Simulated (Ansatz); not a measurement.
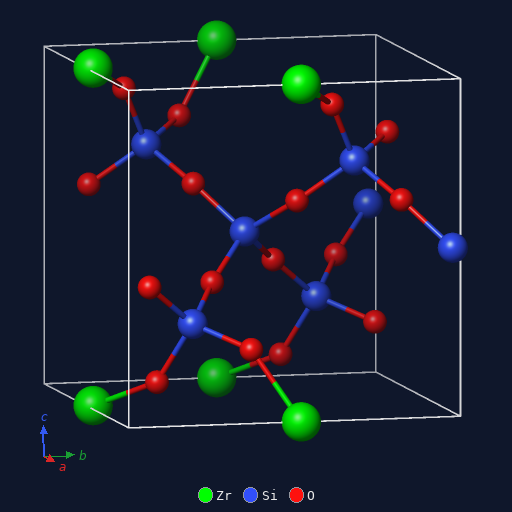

System: ZrSi₃O₈, space group C2 (No. 5) (cell built by us, not taken from a database). The picture shows the conventional cell.

The given structure:
```yaml
crystal:
  lattice:
    - [3.76329, -3.83106, -0.00046]
    - [3.76329, 3.83106, -0.00046]
    - [-0.00420, 0.00000, 7.61347]
  atoms:
    - { symbol: Zr, position: [0.47984, 0.52016, 0.00000] }
    - { symbol: Si, position: [0.97515, 0.47605, 0.73037] }
    - { symbol: Si, position: [0.52395, 0.02485, 0.26963] }
    - { symbol: Si, position: [0.02310, 0.97690, 0.50000] }
    - { symbol: O, position: [0.04203, 0.23984, 0.60580] }
    - { symbol: O, position: [0.53173, 0.85780, 0.09014] }
    - { symbol: O, position: [0.14220, 0.46827, 0.90986] }
    - { symbol: O, position: [0.76016, 0.95797, 0.39420] }
    - { symbol: O, position: [0.03777, 0.73932, 0.63167] }
    - { symbol: O, position: [0.53792, 0.31487, 0.20869] }
    - { symbol: O, position: [0.68513, 0.46208, 0.79131] }
    - { symbol: O, position: [0.26068, 0.96223, 0.36833] }
```

Method: harmonic phonon frequencies at the zone centre with atoms at rest in the given cell, without the long-range term of polar modes, the three translations left out, imaginary frequencies are negative; plane waves with PAW datasets, Γ-centred k mesh (Ansatz 0.2.0). Level: PBE, no spin polarisation.

wave cutoff 420 eV; k mesh 4×4×4; occupations fixed; pressure 0 GPa; phonon method linear response.

Describe the result: the zone-centre optical phonon frequencies (the three acoustic modes are left out).

No frequency is imaginary, so the structure is stable to these displacements (zone-boundary modes weren't tested here). The highest mode lies at 1151.0 cm⁻¹ (without the field of polar modes).

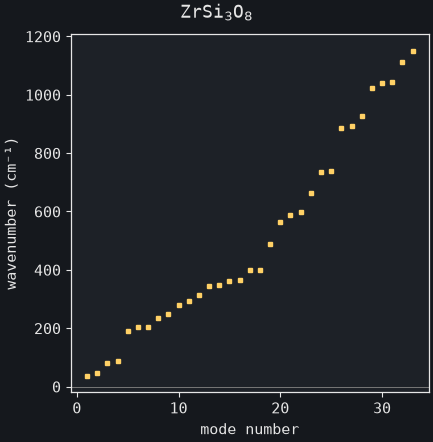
